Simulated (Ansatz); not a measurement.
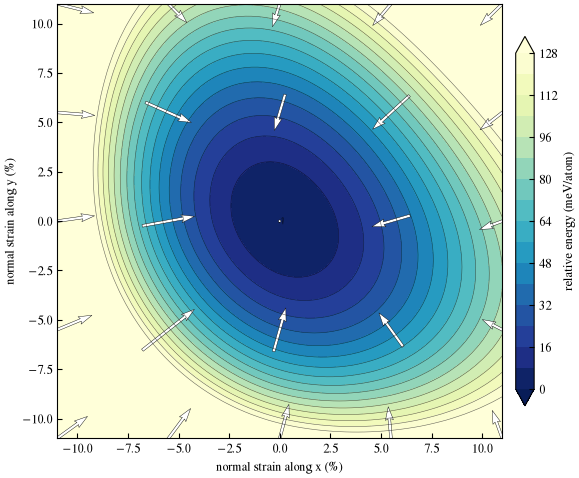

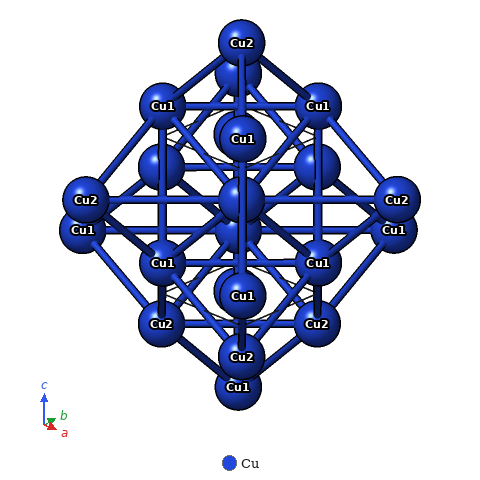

Energy landscape of Cu (Cmcm, No. 63; 2 atoms in the cell). The energy is mapped over two homogeneous strains (x along [1 0 0], y along [0 1 0], z along [0 0 1] of the conventional cell). The first coordinate is: normal strain along x; the second: normal strain along y. Nothing is relaxed (fractional coordinates fixed). The grid has 5 × 5 points. Energies: meV/atom, counted from the lowest grid point. Computed with DFT PBEsol, scalar-relativistic, plane waves, PAW (Ansatz 0.2.0). Settings: cutoff 520 eV, k-mesh 20×20×18 in the order of the run's cell vectors, gaussian smearing 0.15 eV, no spin polarisation.

In the figure: filled contours, arrows along the force (downhill), their lengths compressed, one colour for all values above the top of the scale. Between grid points the surface is interpolated. The second picture is the structure at the lowest point

> Where are the wells?

The lowest grid point is at normal strain along x = 0.0 %, normal strain along y = 0.0 %. It is the only kind of minimum in the scanned range. The highest grid point, normal strain along x = −11.0 %, normal strain along y = −11.0 %, lies 479 meV/atom above the lowest. Round the minimum the valley is somewhat tilted: raising normal strain along x shifts the best value of normal strain along y downwards (coupling k₁₂/√(k₁₁k₂₂) about 0.3).

The whole map (25 points run) took 19 min on 2 threads of Arm Neoverse N1, on a shared host.

PAW datasets: the set soft_1.
